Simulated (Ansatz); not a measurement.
## Band-structure calculation of Ga$_{2}$O$_{3}$

The run: band-structure calculation of Ga$_{2}$O$_{3}$ (C2/m, 10 atoms in the cell). Method and program: DFT PBE, spin-orbit coupling, plane waves, PAW (Ansatz 0.2.0).

The structure derives from an entry of the Crystallography Open Database.

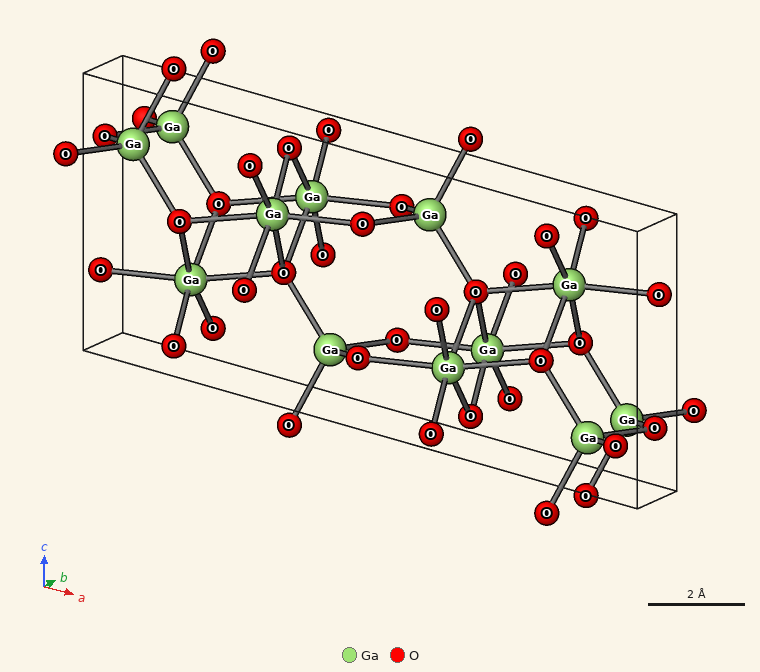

*The input geometry (ball-and-stick view of the cell 2 times as large as that of the calculation, set on its symmetry axes, seen slightly off an axis; bonded neighbours outside the cell are drawn too).*

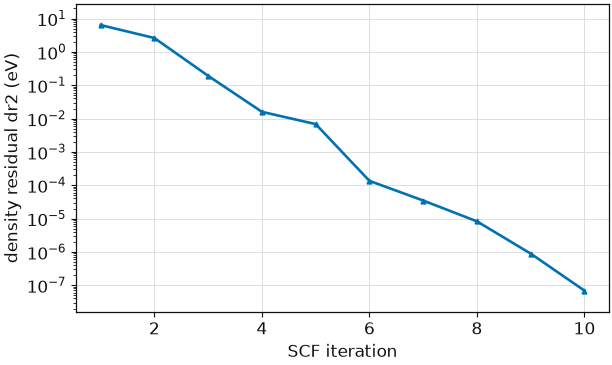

*Convergence of the self-consistent field: density residual dr2 against the SCF iteration.*

The residual falls at every step.

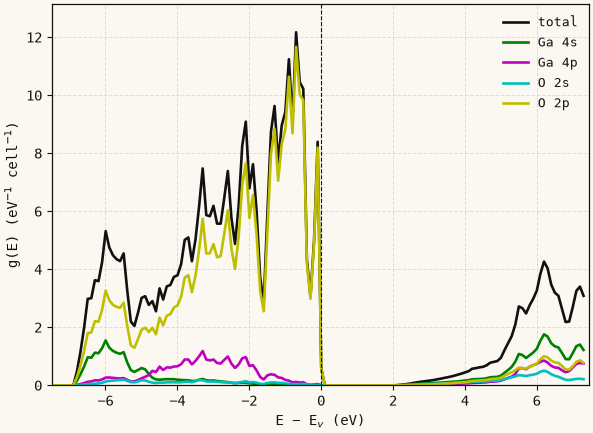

*Density of states (projected on Löwdin-orthogonalised atomic shells), with energies from the valence-band top.*

There is a gap of 2.01 eV on the k-point mesh.

The input that produced these results follows, with the program's output.

The input
```yaml
crystal:
  lattice:
    - [6.2274305802, -1.5417565218, 0.0114918242]
    - [6.2274305802, 1.5417565218, 0.0114918242]
    - [-1.4027229129, 0.0, 5.7076943298]
  atoms:
    - { symbol: Ga, position: [0.0899134346, 0.0899134346, 0.7947233195] }
    - { symbol: Ga, position: [0.9100865654, 0.9100865654, 0.2052766805] }
    - { symbol: Ga, position: [0.6585007291, 0.6585007291, 0.314197892] }
    - { symbol: Ga, position: [0.3414992709, 0.3414992709, 0.685802108] }
    - { symbol: O, position: [0.1634883765, 0.1634883765, 0.109206061] }
    - { symbol: O, position: [0.8365116235, 0.8365116235, 0.890793939] }
    - { symbol: O, position: [0.1737013133, 0.1737013133, 0.5643594343] }
    - { symbol: O, position: [0.8262986867, 0.8262986867, 0.4356405657] }
    - { symbol: O, position: [0.4960195695, 0.4960195695, 0.256681364] }
    - { symbol: O, position: [0.5039804305, 0.5039804305, 0.743318636] }
basis:
  ecutwfc: 420
kpoints:
  mp_grid: { grid: [10, 10, 6] }
  band_path:
    path:
      - [[0.0, 0.0, 0.0], [-0.26623412, 0.26623412, 0.0]]
      - [[-0.73376588, -0.26623412, 0.0], [-0.5, -0.5, 0.0], [0.0, 0.0, 0.0], [-0.5, -0.5, 0.5], [-0.74191434, -0.25808566, 0.5]]
      - [[-0.25808566, 0.25808566, 0.5], [0.0, 0.0, 0.5], [0.0, 0.0, 0.0]]
      - [[-0.5, 0.0, 0.5], [0.0, 0.0, 0.0], [-0.5, 0.0, 0.0]]
    npoints: 10
hamiltonian:
  xc: pbe
scf:
  occupations: { method: gaussian, width: 0.02 }
output:
  forces: true
  stress: true
  eigenvalues: true
  populations: true
  dos: { projected: true, de: 0.02 }
  bader: false
magnetization:
  noncollinear: true
  spin_orbit: true
```

Run as:
```bash
ansatz run input.yaml --threads 8 --pin off --max-ram 22528MiB --backend cpu --events-out ev --progress --plain --runs-dir out
```

The program's output
```
basis.fft_grid_basis auto: the FFT boxes are laid along the combinations [[1, -1, 0], [0, 1, 0], [0, 0, 1]] of the cell's own vectors, 3.084, 6.415 and 5.878 Å long. The dense box has 24×45×40 points. Along the cell's own vectors, as sized, it would have 45×45×40, 1.88 times as many. Of the 4 symmetry operations that the crystal satisfies within crystal.symmetry.tolerance (time reversal apart; of a slab, those that keep its plane) the dense box along the cell's own vectors carries 4, and the one as laid loses 2 of those. basis.fft_grid_basis: typed keeps the cell's own vectors: state it where this run's energies or levels are differenced outside the engine with another run's, or held beside a run that keeps those vectors.
Engine: ansatz 0.2.0, aarch64-unknown-linux-gnu
Pseudopotentials: kind: paw_fr
Pseudopotential: Ga, paw_fr, valence charge 13, recommended cutoff 420 eV (normal), Ga.paw.azcp#standard-fr
Pseudopotential: O, paw_fr, valence charge 6, recommended cutoff 420 eV (normal), O.paw.azcp#standard-fr
Functional definition: PBE
  parameter kappa = 0.804
  parameter beta = 0.06672455060314922
  exchange = pbe_x(kappa = kappa, mu = beta*pi^2/3)
  correlation = pbe_c(beta = beta)
non-collinear run that drives no moment, with spin-orbit: no starting moment large enough to seed its density (crystal.atoms[].spin), no starting occupations that ask for one, no magnetisation constraint and no magnetic field, so the semilocal B_xc is pinned to zero
Crystal: 10 atoms, lattice volume = 109.651 Å³
Basis set: ecut = 420 eV, 2141 PW (Γ), FFT grids on a1−a2, a2, a3, exchange–correlation on 48×90×80 points (8 copies of the dense FFT grid, shifted against one another)
Bands: 108, of which v1, the nominal top of the filled ones, is band 88 counted from 1 (87 counted from 0)
Symmetry: 4 space group operations + 4 with time reversal
Magnetic group: BNS 12.59 (UNI 66), of the structure as read, at distance tolerance 4.8e-5 Å
k-points: 172 of 600
Projection manifold: j_resolved (fully-relativistic pseudo-atomic orbitals)
Non-local potential: Ga, projectors of the file, l = 0: 2, l = 1: 4, l = 2: 6, l = 3: 2
Non-local potential: O, projectors of the file, l = 0: 2, l = 1: 4, l = 2: 2
PAW form: soft (Blöchl's): semilocal exchange-correlation on the pseudo side does not see the compensation charge
PAW one-centre angular grid: Ga, 590 points (default); XC on 64 Gauss nodes
PAW one-centre angular grid: O, 110 points (default); XC on 64 Gauss nodes
Initial density: superposition of atomic densities (chi_scale 0.1, normalization cell, long waves kept (reshape's long-wave potential 0.04 eV rms))
Initial wavefunctions: pseudopotential atomic-orbital guess
Functional: x = pbe(κ = 0.804, μ = 0.2195149727645171), c = pbe(β = 0.06672455060314922)
SCF iter   1: F=—  HF=-18542.668663 eV  |F-HF|=—  |Δ(HF+E_count)|=         —  Δρ=1.08e-1  dr2=6.37e0  dr2_m=0.00e0 (ungated)  ethr=3.10e-3  |M|=0.00e0 ∫|m|=0.00e0 μB  |m|>n=0.0e0 m-floor=0.0e0 τ_xc=0.0e0  β_m=0.30  ⟨swp⟩=5.7  Hψ=39674  notcnv=0  defer=194
preconditioner: auto → Resta (q_TF=auto, 2.630 Å⁻¹)  ε∞=4.2  [insulator: Δε(μ)=2.488 eV  Ē_g=18.505 eV  σ=0.020 eV  W_gap=1.00  n_scr=34 (ndim 8)  ℏωp=33.3 eV  f_vac=0.000  D(μ)=0.00/eV (n_scr^D=0)  ε∞_Penn≈4.2]
spin=Noncollinear: Resta preconditioning applied to the charge; magnetization (m_x, m_y, m_z) channels mix plain (no charge-response kernel on spin).
SCF iter   2: F=—  HF=-18541.322350 eV  |F-HF|=—  |Δ(HF+E_count)|=    1.35e0  Δρ=6.98e-2  dr2=2.60e0  dr2_m=0.00e0 (ungated)  ethr=3.10e-3  |M|=0.00e0 ∫|m|=0.00e0 μB  |m|>n=0.0e0 m-floor=0.0e0 τ_xc=0.0e0  β_m=0.54  ⟨swp⟩=3.0  Hψ=18712  notcnv=0  defer=2270
SCF iter   3: F=—  HF=-18540.456052 eV  |F-HF|=—  |Δ(HF+E_count)|=   8.66e-1  Δρ=1.64e-2  dr2=1.91e-1  dr2_m=0.00e0 (ungated)  ethr=2.95e-3  |M|=0.00e0 ∫|m|=0.00e0 μB  |m|>n=0.0e0 m-floor=0.0e0 τ_xc=0.0e0  β_m=0.60  ⟨swp⟩=2.9  Hψ=15686  notcnv=0  defer=2270
SCF iter   4: F=—  HF=-18540.428997 eV  |F-HF|=—  |Δ(HF+E_count)|=   2.71e-2  Δρ=4.19e-3  dr2=1.59e-2  dr2_m=0.00e0 (ungated)  ethr=2.17e-4  |M|=0.00e0 ∫|m|=0.00e0 μB  |m|>n=0.0e0 m-floor=0.0e0 τ_xc=0.0e0  β_m=0.80  ⟨swp⟩=2.0  Hψ=15828  notcnv=0  defer=2270
SCF iter   5: F=—  HF=-18540.444234 eV  |F-HF|=—  |Δ(HF+E_count)|=   1.52e-2  Δρ=2.92e-3  dr2=6.81e-3  dr2_m=0.00e0 (ungated)  ethr=1.80e-5  |M|=0.00e0 ∫|m|=0.00e0 μB  |m|>n=0.0e0 m-floor=0.0e0 τ_xc=0.0e0  β_m=0.73  ⟨swp⟩=2.0  Hψ=16542  notcnv=0  defer=2270
SCF iter   6: F=—  HF=-18540.443844 eV  |F-HF|=—  |Δ(HF+E_count)|=   3.90e-4  Δρ=3.83e-4  dr2=1.35e-4  dr2_m=0.00e0 (ungated)  ethr=7.74e-6  |M|=0.00e0 ∫|m|=0.00e0 μB  |m|>n=0.0e0 m-floor=0.0e0 τ_xc=0.0e0  β_m=0.86  ⟨swp⟩=2.0  Hψ=16592  notcnv=0  defer=2268
SCF iter   7: F=—  HF=-18540.444129 eV  |F-HF|=—  |Δ(HF+E_count)|=   2.85e-4  Δρ=1.98e-4  dr2=3.47e-5  dr2_m=0.00e0 (ungated)  ethr=1.53e-7  |M|=0.00e0 ∫|m|=0.00e0 μB  |m|>n=0.0e0 m-floor=0.0e0 τ_xc=0.0e0  β_m=0.79  ⟨swp⟩=2.0  Hψ=16042  notcnv=0  defer=2268
SCF iter   8: F=—  HF=-18540.444067 eV  |F-HF|=—  |Δ(HF+E_count)|=   6.19e-5  Δρ=9.21e-5  dr2=8.24e-6  dr2_m=0.00e0 (ungated)  ethr=3.94e-8  |M|=0.00e0 ∫|m|=0.00e0 μB  |m|>n=0.0e0 m-floor=0.0e0 τ_xc=0.0e0  β_m=0.71  ⟨swp⟩=2.0  Hψ=15768  notcnv=0  defer=2268
SCF iter   9: F=—  HF=-18540.444068 eV  |F-HF|=—  |Δ(HF+E_count)|=   7.68e-7  Δρ=2.78e-5  dr2=8.87e-7  dr2_m=0.00e0 (ungated)  ethr=9.36e-9  |M|=0.00e0 ∫|m|=0.00e0 μB  |m|>n=0.0e0 m-floor=0.0e0 τ_xc=0.0e0  β_m=0.86  ⟨swp⟩=2.0  Hψ=14595  notcnv=0  defer=2268
SCF iter  10: F=-18540.444068 eV  HF=-18540.444068 eV  |F-HF|=1.55e-8  |Δ(HF+E_count)|=   6.26e-7  Δρ=8.25e-6  dr2=6.88e-8  dr2_m=0.00e0 (ungated)  ethr=1.14e-10  |M|=0.00e0 ∫|m|=0.00e0 μB  |m|>n=0.0e0 m-floor=0.0e0 τ_xc=0.0e0  ⟨swp⟩=8.9  Hψ=47153  notcnv=0
SCF 1 converged in 10 iterations: F = -18540.444068 eV  dr2 = 6.88e-8
  greatest PAW one-centre occupation: 0.997 electrons in one spin orbital (limit 2), on the Ga atom at site 2 (counted from 0), in its partial waves of l = 2
NSCF: frozen V_eff on 94 k-points
SCF converged after 10 iterations
Magnetization: |M| = 0.0000 μB,  M = (+0.0000, +0.0000, +0.0000) μB
Absolute magnetization: 0.0000 μB (∫|m|)
  site 0: m = (+0.0000, +0.0000, +0.0000) μB, |m| = 0.0000 μB  (R = 0.77 Å)
  site 1: m = (+0.0000, +0.0000, +0.0000) μB, |m| = 0.0000 μB  (R = 0.77 Å)
  site 2: m = (+0.0000, +0.0000, +0.0000) μB, |m| = 0.0000 μB  (R = 0.81 Å)
  site 3: m = (+0.0000, +0.0000, +0.0000) μB, |m| = 0.0000 μB  (R = 0.81 Å)
  site 4: m = (+0.0000, +0.0000, +0.0000) μB, |m| = 0.0000 μB  (R = 0.77 Å)
  site 5: m = (+0.0000, +0.0000, +0.0000) μB, |m| = 0.0000 μB  (R = 0.77 Å)
  site 6: m = (+0.0000, +0.0000, +0.0000) μB, |m| = 0.0000 μB  (R = 0.78 Å)
  site 7: m = (+0.0000, +0.0000, +0.0000) μB, |m| = 0.0000 μB  (R = 0.78 Å)
  site 8: m = (+0.0000, +0.0000, +0.0000) μB, |m| = 0.0000 μB  (R = 0.77 Å)
  site 9: m = (+0.0000, +0.0000, +0.0000) μB, |m| = 0.0000 μB  (R = 0.77 Å)
Free energy (F): -18540.444068 eV
Harris-Foulkes:  -18540.444068 eV  (|F-HF|=1.55e-8)
Internal energy: -18540.444068 eV  (E = F + TS)
E sigma→0 (E₀):  -18540.444068 eV
Fermi energy:    8.563147 eV
--- Per-component energies (eV) ---
  E_band       = -146.442751
  E_kinetic    = 1514.217191
  E_local      = -9271.550715  (includes V_loc(G=0)·N_el)
  E_nonlocal   = 2020.696568
  E_hartree    = 4150.926736
  E_xc         = -710.618312
  E_vxc        = -787.676599  (∫ρ·V_xc dr)
  E_paw        = -8943.059983  (= ΣΔE_a)
  E_vpaw       = -1923.993855  (= ΣTr[D̂ρ^β])
  E_aug_tail   = 0.014301  (compensation charges beyond the density's cutoff)
  E_ewald      = -7301.069854
  E_smearing   = -0.000000  (= −TS)
  E_closure    = 0.000000  (closes the sum)
  Σ components = -18540.444068   (vs F -18540.444068, Δ=0.00e0)
--- Forces (eV/Å), atoms counted from 1 ---
  atom   1  Ga    -0.00103761     0.00000000     0.00107673
  atom   2  Ga     0.00103761    -0.00000000    -0.00107673
  atom   3  Ga    -0.00089513     0.00000000    -0.00327337
  atom   4  Ga     0.00089513    -0.00000000     0.00327337
  atom   5  O     -0.00002855    -0.00000000     0.00088036
  atom   6  O      0.00002855     0.00000000    -0.00088036
  atom   7  O      0.00026324     0.00000000    -0.00009400
  atom   8  O     -0.00026324    -0.00000000     0.00009400
  atom   9  O     -0.00014591     0.00000000     0.00095843
  atom  10  O      0.00014591    -0.00000000    -0.00095843
  max |Σ_I F_I| component: 2.17e-19 eV/Å
--- Stress (GPa, compression-positive) ---
       -0.002351       0.000000      -0.000521
        0.000000      -0.019455      -0.000000
       -0.000520      -0.000000      -0.005965
  P = ⅓ Tr σ = -0.0093 GPa (-0.093 kbar)
--- Band table (eV; the first three rows and the last of 172) ---
  k-point 0: bands = ["-11.0507", "-11.0507", "-10.0036", "-10.0036", "-9.9751", "-9.9751", "-9.8718", "-9.8718", "-9.4275", "-9.4275", "-9.4253", "-9.4253", "-5.6155", "-5.6155", "-5.5860", "-5.5860", "-5.4764", "-5.4764", "-5.4556", "-5.4556", "-5.3836", "-5.3836", "-5.2669", "-5.2669", "-5.2629", "-5.2629", "-5.2145", "-5.2145", "-5.1503", "-5.1503", "-5.1479", "-5.1479", "-5.0652", "-5.0652", "-5.0436", "-5.0436", "-4.9561", "-4.9561", "-4.8937", "-4.8937", "-4.8759", "-4.8759", "-4.8542", "-4.8542", "-4.8306", "-4.8306", "-4.7267", "-4.7267", "-4.6174", "-4.6174", "-4.5709", "-4.5709", "0.7449", "0.7449", "1.7804", "1.7804", "2.8630", "2.8630", "3.5592", "3.5592", "4.1792", "4.1792", "4.9745", "4.9745", "5.1068", "5.1068", "5.4199", "5.4199", "5.6389", "5.6389", "5.6976", "5.6976", "5.9651", "5.9651", "6.0115", "6.0115", "6.5828", "6.5828", "6.8603", "6.8603", "6.9004", "6.9004", "7.0917", "7.0917", "7.2718", "7.2718", "7.5366", "7.5366", "9.5686", "9.5686", "12.9319", "12.9319", "13.8489", "13.8489", "14.0223", "14.0223", "15.1123", "15.1123", "15.9684", "15.9684", "16.5544", "16.5544", "16.7702", "16.7702", "18.5415", "18.5415", "19.5398", "19.5398"]
  k-point 1: bands = ["-11.0041", "-11.0041", "-10.0921", "-10.0921", "-9.9840", "-9.9840", "-9.8253", "-9.8253", "-9.4700", "-9.4700", "-9.3944", "-9.3944", "-5.6162", "-5.6162", "-5.5840", "-5.5840", "-5.4924", "-5.4924", "-5.4471", "-5.4471", "-5.3805", "-5.3805", "-5.3095", "-5.3095", "-5.2526", "-5.2526", "-5.2035", "-5.2035", "-5.1529", "-5.1529", "-5.1386", "-5.1386", "-5.0683", "-5.0683", "-5.0466", "-5.0466", "-4.9610", "-4.9610", "-4.9050", "-4.9050", "-4.8705", "-4.8705", "-4.8611", "-4.8611", "-4.8298", "-4.8298", "-4.7184", "-4.7184", "-4.6690", "-4.6690", "-4.4800", "-4.4800", "0.8610", "0.8610", "1.9198", "1.9198", "2.7302", "2.7302", "3.5787", "3.5787", "4.2299", "4.2299", "4.9755", "4.9755", "5.2095", "5.2095", "5.3685", "5.3685", "5.5848", "5.5848", "5.6328", "5.6328", "5.8795", "5.8795", "5.9697", "5.9697", "6.4592", "6.4592", "6.9072", "6.9072", "6.9160", "6.9160", "6.9246", "6.9246", "7.2364", "7.2364", "7.3194", "7.3194", "10.0666", "10.0666", "13.0590", "13.0590", "13.6978", "13.6978", "14.1179", "14.1179", "14.9571", "14.9571", "16.0965", "16.0965", "16.3447", "16.3447", "16.9595", "16.9595", "18.7814", "18.7814", "19.5669", "19.5669"]
  k-point 2: bands = ["-10.8832", "-10.8832", "-10.2707", "-10.2707", "-9.9957", "-9.9957", "-9.7575", "-9.7575", "-9.5030", "-9.5030", "-9.3920", "-9.3920", "-5.6151", "-5.6151", "-5.5913", "-5.5913", "-5.4937", "-5.4937", "-5.4434", "-5.4434", "-5.3832", "-5.3832", "-5.3608", "-5.3608", "-5.2484", "-5.2484", "-5.1970", "-5.1970", "-5.1532", "-5.1532", "-5.1249", "-5.1249", "-5.0717", "-5.0717", "-5.0601", "-5.0601", "-4.9569", "-4.9569", "-4.9187", "-4.9187", "-4.8874", "-4.8874", "-4.8494", "-4.8494", "-4.8242", "-4.8242", "-4.7413", "-4.7413", "-4.6739", "-4.6739", "-4.3812", "-4.3812", "1.1941", "1.1941", "2.1203", "2.1203", "2.5335", "2.5335", "3.5298", "3.5298", "4.3791", "4.3791", "5.0025", "5.0025", "5.0374", "5.0374", "5.3993", "5.3993", "5.5044", "5.5044", "5.6327", "5.6327", "5.7201", "5.7201", "6.0106", "6.0106", "6.2194", "6.2194", "6.4354", "6.4354", "6.9216", "6.9216", "6.9964", "6.9964", "7.0416", "7.0416", "7.2789", "7.2789", "11.0185", "11.0185", "12.8616", "12.8616", "13.6724", "13.6724", "14.2678", "14.2678", "14.9671", "14.9671", "15.5426", "15.5426", "16.8575", "16.8575", "17.1096", "17.1096", "19.0105", "19.0105", "19.1846", "19.1846"]
  k-point 171: bands = ["-10.6705", "-10.6705", "-10.3069", "-10.3069", "-10.1484", "-10.1484", "-9.8401", "-9.8401", "-9.5550", "-9.5550", "-9.3388", "-9.3388", "-5.6103", "-5.6103", "-5.6065", "-5.6065", "-5.5149", "-5.5149", "-5.4945", "-5.4945", "-5.4242", "-5.4242", "-5.3904", "-5.3904", "-5.2428", "-5.2428", "-5.1991", "-5.1991", "-5.1526", "-5.1526", "-5.1212", "-5.1212", "-5.0813", "-5.0813", "-5.0662", "-5.0662", "-4.9693", "-4.9693", "-4.9617", "-4.9617", "-4.9153", "-4.9153", "-4.8917", "-4.8917", "-4.8489", "-4.8489", "-4.7813", "-4.7813", "-4.3675", "-4.3675", "-4.2274", "-4.2274", "2.0216", "2.0216", "2.2714", "2.2714", "2.4588", "2.4588", "2.9631", "2.9631", "4.0793", "4.0793", "4.5367", "4.5367", "4.7608", "4.7608", "4.9903", "4.9903", "5.2027", "5.2027", "5.4946", "5.4946", "5.7658", "5.7658", "6.3454", "6.3454", "6.6409", "6.6409", "6.8529", "6.8529", "6.9214", "6.9214", "6.9233", "6.9233", "6.9736", "6.9736", "7.5472", "7.5472", "12.3147", "12.3147", "12.5398", "12.5398", "13.3794", "13.3794", "13.6634", "13.6634", "14.3692", "14.3692", "15.0169", "15.0169", "17.0610", "17.0610", "17.4365", "17.4365", "18.9505", "18.9505", "19.2979", "19.2979"]
--- Löwdin populations: 10 sites ---
  site symbol       q [e]
     0     Ga     11.9570
     1     Ga     11.9570
     2     Ga     11.9833
     3     Ga     11.9833
     4      O      6.6527
     5      O      6.6527
     6      O      6.6271
     7      O      6.6271
     8      O      6.6470
     9      O      6.6470
  spilling = 0.003020 (of n_electrons = 88.000000)
```

Key numbers

| quantity | value |
| --- | --- |
| outcome | converged |
| space group (tolerance 0.01 Å) | C2/m (12) |
| electrons treated | 88 |
| free energy | −18540.4441 eV |
| Fermi energy | 8.563 eV |
| gap on the k-point mesh | 2.01 eV |
| gap on the band path | 2.01 eV |
| net moment of the cell | 0.00 μB |
| integrated absolute moment | 0.00 μB |
| pressure | −0.01 GPa |
| largest force (length of the vector) | 0.003 eV/Å |
| hardware | 8 threads of Arm Neoverse V2, 24 GiB of memory available, shared host |
| wall time | 1.9 min (CPU time 15 min) |
| peak memory | 3.5 GiB |
